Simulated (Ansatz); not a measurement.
**ZnO2: density, localisation and related maps**

```
CELL_PARAMETERS angstrom
4.86879 0.00000 0.00000
0.00000 4.86879 0.00000
0.00000 0.00000 4.86879
ATOMIC_POSITIONS crystal
Zn 0.00000 0.50000 0.50000
Zn 0.50000 0.50000 0.00000
Zn 0.50000 0.00000 0.50000
Zn 0.00000 0.00000 0.00000
O 0.41248 0.08752 0.91248
O 0.08752 0.91248 0.41248
O 0.91248 0.41248 0.08752
O 0.58752 0.58752 0.58752
O 0.41248 0.41248 0.41248
O 0.08752 0.58752 0.91248
O 0.91248 0.08752 0.58752
O 0.58752 0.91248 0.08752
```

Space group Pa-3; a structure from a database of computed crystals, not necessarily the ambient phase.

Theory: Ansatz 0.2.0, DFT PBEsol, scalar-relativistic, plane waves, PAW.

Core electrons are frozen (PAW), and the valence fields are smoothed inside the atomic spheres.

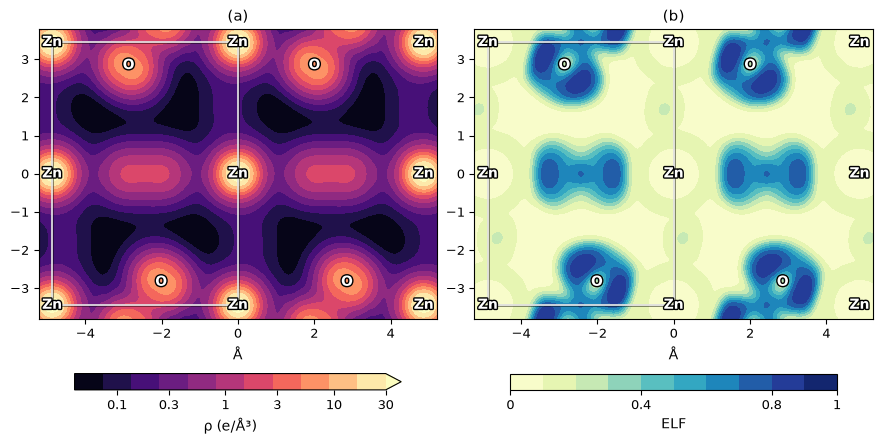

Figure 1. (a) valence pseudo-density; (b) ELF on the (011) plane of the conventional cell.

> Describe what can be read from this map.

Atoms in the plane: Zn and O.
Atoms just off the plane (O, 0.6 Å away) can leave unmarked features too.
Zn–O (2.10 Å): ρ at the midpoint is about 0.46 e/Å³; the ELF peaks at about 0.90 in the valence shell of O, 0.6 Å from its nucleus, and is about 0.20 at the midpoint (no localised pair shows between them).
Between the atoms the lowest density in this plane is 0.04 e/Å³.

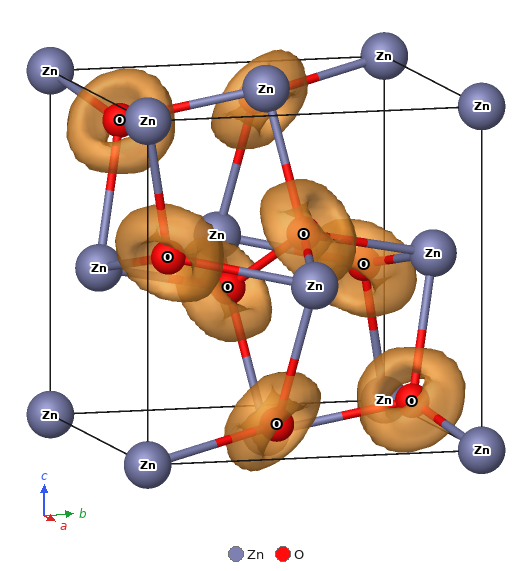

Figure 2. Isosurface of the ELF at 0.8 (orange), seen slightly off an axis. Only the valence region is drawn (cores and ρ < 0.01 e/Å³ removed). Sticks mark near contacts.

> Identify the bonds, lone pairs and shells in this picture.

The surface consists of eight regions wrapped around O (the valence shell of each), counted in one cell of 12 atoms. Regions shared between cells count once. Along the contacts the grid gives the following. O–O (1.48 Å): the ELF peaks at about 0.70 between the atoms.

> Does the calculation give a band gap?

It is gapped, with a Kohn–Sham gap of 2.2 eV on the k-point mesh (the band edges may lie off the mesh, which would make the gap smaller).
